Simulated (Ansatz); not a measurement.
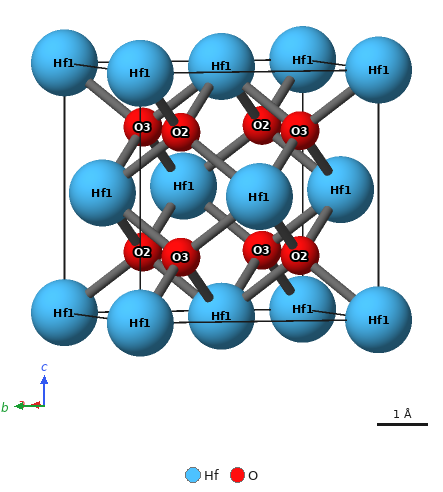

Fig. 1: The structure (ball-and-stick view of the cell 4 times as large as that of the calculation, set on its symmetry axes, seen at an oblique angle; atoms are numbered from 1 in the order of the input). Near neighbours in the crystal (not all of them lie inside the picture): Hf has 8 O at 2.19 Å; O has 4 Hf at 2.19 Å.

# Run report: HfO2, single-point calculation

System: HfO2 (3 atoms in the cell).
Method: DFT, PBE, plane waves, PAW, no spin polarisation (Ansatz 0.2.0).

The structure was built on a prototype by a generator. The geometry comes from this level: PBE. It belongs to a series of runs on one base structure; here: volume -3%. Figures and captions count atoms from 1; the log counts them from 0 in places.

Log:
```
scf.n_extra_bands = 4 over 19 filled bands (N_el = 38.0): the run solves 23 bands
Engine: ansatz 0.2.0, aarch64-unknown-linux-gnu
Pseudopotentials: kind: paw
Pseudopotential: Hf, paw, valence charge 26, recommended cutoff 420 eV (normal), Hf.paw.azcp
Pseudopotential: O, paw, valence charge 6, recommended cutoff 420 eV (normal), O.paw.azcp
Functional definition: PBE
  parameter kappa = 0.804
  parameter beta = 0.06672455060314922
  exchange = pbe_x(kappa = kappa, mu = beta*pi^2/3)
  correlation = pbe_c(beta = beta)
Crystal: 3 atoms, lattice volume = 32.123 Å³
Basis set: ecut = 420 eV, 609 PW (Γ), exchange–correlation on 48×48×48 points (8 copies of the dense FFT grid, shifted against one another)
Bands: 23, of which v1, the nominal top of the filled ones, is band 19 counted from 1 (18 counted from 0)
Symmetry: 48 space group operations
Space group: Fm-3m (ITA 225), of the structure as read, at distance tolerance 3.2e-5 Å
k-points: 29 of 512
Non-local potential: Hf, projectors of the file, l = 0: 3, l = 1: 2, l = 2: 2, l = 3: 3
Non-local potential: O, projectors of the file, l = 0: 2, l = 1: 2, l = 2: 1
PAW form: soft (Blöchl's): semilocal exchange-correlation on the pseudo side does not see the compensation charge
PAW one-centre angular grid: Hf, 590 points (default); XC on 64 Gauss nodes
PAW one-centre angular grid: O, 110 points (default); XC on 64 Gauss nodes
Initial density: superposition of atomic densities (neutral atoms: chi_scale 0, normalization atom), corrected by the library's trained network
Initial wavefunctions: pseudopotential atomic-orbital guess
Functional: x = pbe(κ = 0.804, μ = 0.2195149727645171), c = pbe(β = 0.06672455060314922)
SCF iter   1: F=—  HF=-16861.385054 eV  |F-HF|=—  |Δ(HF+E_count)|=         —  Δρ=2.48e-3  dr2=1.38e-3  ethr=1.77e-3  ⟨swp⟩=4.0  Hψ=2194  notcnv=0  defer=56
preconditioner: auto → none  [insulator: Δε(μ)=3.838 eV  Ē_g=18.348 eV  n_scr=14 (ndim 8)  ℏωp=39.3 eV  f_vac=0.061  ε∞_Penn≈5.6]
SCF iter   2: F=—  HF=-16861.386020 eV  |F-HF|=—  |Δ(HF+E_count)|=   9.65e-4  Δρ=1.82e-3  dr2=7.02e-4  ethr=3.62e-6  ⟨swp⟩=2.1  Hψ=1404  notcnv=0  defer=58
SCF iter   3: F=—  HF=-16861.385978 eV  |F-HF|=—  |Δ(HF+E_count)|=   4.18e-5  Δρ=7.34e-4  dr2=6.94e-5  ethr=1.85e-6  ⟨swp⟩=2.0  Hψ=1084  notcnv=0  defer=58
SCF iter   4: F=—  HF=-16861.386088 eV  |F-HF|=—  |Δ(HF+E_count)|=   1.10e-4  Δρ=9.20e-5  dr2=1.85e-6  ethr=1.83e-7  ⟨swp⟩=2.0  Hψ=1235  notcnv=0  defer=56
SCF iter   5: F=—  HF=-16861.386087 eV  |F-HF|=—  |Δ(HF+E_count)|=   3.12e-7  Δρ=5.29e-5  dr2=5.65e-7  ethr=4.88e-9  ⟨swp⟩=2.1  Hψ=1198  notcnv=0  defer=57
SCF iter   6: F=—  HF=-16861.386087 eV  |F-HF|=—  |Δ(HF+E_count)|=   7.60e-8  Δρ=2.65e-5  dr2=1.09e-7  ethr=1.49e-9  ⟨swp⟩=2.3  Hψ=861  notcnv=0  defer=57
SCF iter   7: F=-16861.386087 eV  HF=-16861.386087 eV  |F-HF|=1.34e-8  |Δ(HF+E_count)|=   3.17e-8  Δρ=9.33e-6  dr2=2.14e-8  ethr=2.63e-10  ⟨swp⟩=7.2  Hψ=3068  notcnv=0
SCF 1 converged in 7 iterations: F = -16861.386087 eV  dr2 = 2.14e-8
  greatest PAW one-centre occupation: 0.999 electrons in one spin orbital (limit 2), on the Hf atom at site 0 (counted from 0), in its partial waves of l = 3
SCF converged after 7 iterations
Free energy (F): -16861.386087 eV
Harris-Foulkes:  -16861.386087 eV  (|F-HF|=1.34e-8)
Internal energy: -16861.386087 eV  (E = F + TS)
E sigma→0 (E₀):  -16861.386087 eV
Fermi energy:    16.349949 eV
--- Per-component energies (eV) ---
  E_band       = 65.524381
  E_kinetic    = 773.660858
  E_local      = -5694.855639  (includes V_loc(G=0)·N_el)
  E_nonlocal   = -1147.030786
  E_hartree    = 2617.405306
  E_xc         = -448.360015
  E_vxc        = -455.645578  (∫ρ·V_xc dr)
  E_paw        = -7243.085538  (= ΣΔE_a)
  E_vpaw       = 1354.590010  (= ΣTr[D̂ρ^β])
  E_aug_tail   = 0.004992  (compensation charges beyond the density's cutoff)
  E_ewald      = -5719.125266
  E_smearing   = -0.000000  (= −TS)
  E_closure    = 0.000000  (closes the sum)
  Σ components = -16861.386087   (vs F -16861.386087, Δ=0.00e0)
--- Forces (eV/Å), atoms counted from 1 ---
  atom   1  Hf    -0.00000000     0.00000000    -0.00000000
  atom   2  O      0.00000000    -0.00000000     0.00000000
  atom   3  O      0.00000000     0.00000000    -0.00000000
  max |Σ_I F_I| component: 1.16e-18 eV/Å
--- Stress (GPa, compression-positive) ---
        7.980374       0.000000       0.000000
       -0.000000       7.980374      -0.000000
        0.000000       0.000000       7.980374
  P = ⅓ Tr σ = 7.9804 GPa (79.804 kbar)
--- Band table (eV; the first three rows and the last of 29) ---
  k-point 0: bands = ["-44.6177", "-13.1632", "-13.1632", "-13.1632", "-2.5171", "0.4013", "5.4996", "5.4996", "5.4996", "5.5697", "5.5697", "5.5697", "5.7844", "10.8646", "10.8646", "10.8646", "15.7258", "15.7258", "15.7258", "20.2631", "20.2631", "22.2435", "26.9587"]
  k-point 1: bands = ["-44.6154", "-13.2376", "-13.1712", "-13.1712", "-2.3030", "0.2542", "5.5031", "5.5031", "5.5037", "5.5635", "5.5635", "5.5699", "5.7348", "11.0219", "11.0219", "11.3099", "15.2642", "15.4328", "15.4328", "20.5594", "20.5594", "22.8509", "26.2409"]
  k-point 2: bands = ["-44.6100", "-13.4097", "-13.1904", "-13.1904", "-1.8003", "-0.0428", "5.5099", "5.5099", "5.5167", "5.5516", "5.5516", "5.5703", "5.6487", "11.4052", "11.4052", "12.3263", "14.3430", "14.9041", "14.9041", "21.0023", "21.0023", "23.4686", "25.7167"]
  k-point 28: bands = ["-44.5972", "-13.4853", "-13.4853", "-13.2997", "-0.5262", "-0.5262", "5.5256", "5.5273", "5.5320", "5.5354", "5.5354", "5.5604", "5.5604", "10.9771", "11.1754", "13.7269", "13.7269", "14.8832", "16.1378", "21.2174", "21.5754", "23.5567", "23.5567"]
```

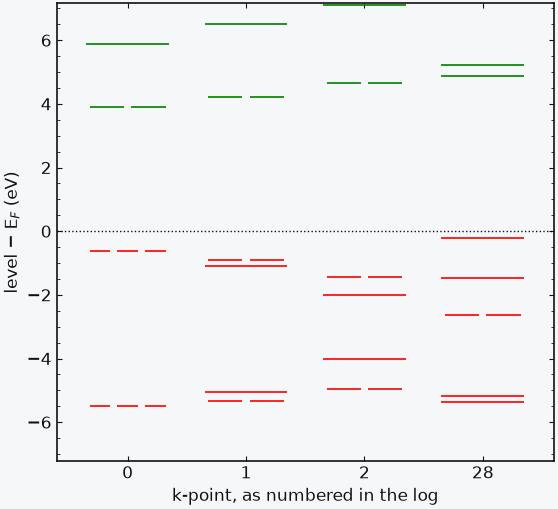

Fig. 2: Kohn–Sham levels near the Fermi level (dotted) at the few k-points that the log prints; levels within 0.02 eV of each other stand side by side. Among these points the highest filled and lowest empty levels are 4.13 eV apart; the gap on the full mesh, 3.82 eV, has an edge at a point that isn't printed.

The run was set up as follows.

Input file:
```yaml
crystal:
  lattice:
    - [0.0, 2.5230587524, 2.5230587524]
    - [2.5230587524, 0.0, 2.5230587524]
    - [2.5230587524, 2.5230587524, 0.0]
  atoms:
    - { symbol: Hf, position: [0.0, 0.0, 0.0] }
    - { symbol: O, position: [0.25, 0.25, 0.25] }
    - { symbol: O, position: [0.75, 0.75, 0.75] }
kpoints:
  mp_grid: { grid: [8, 8, 8] }
hamiltonian:
  xc: pbe
scf:
  occupations: { method: fixed }
  n_extra_bands: 4
output:
  forces: true
  stress: true
  eigenvalues: true
```

Launched with:
```bash
ansatz run input.yaml --threads 2 --pin off --max-ram 3686MiB --backend cpu --events-out ev --progress --plain --runs-dir out
```

Key numbers:

- outcome: converged
- space group (tolerance 0.01 Å): Fm-3m (225)
- electrons treated: 38
- free energy: −16861.3861 eV
- Fermi energy: 16.350 eV
- gap on the k-point mesh: 3.82 eV
- pressure: 7.98 GPa
- largest force (length of the vector): under 0.001 eV/Å
- hardware: 2 threads of Arm Neoverse V2, 24 GiB of memory available, shared host
- wall time: 0.62 s (CPU time 1.1 s)
- peak memory: 0.28 GiB

Spin–orbit coupling is left out, which matters for Hf. The cell is under a pressure of 8.0 GPa at this level, so it is not at its equilibrium volume.
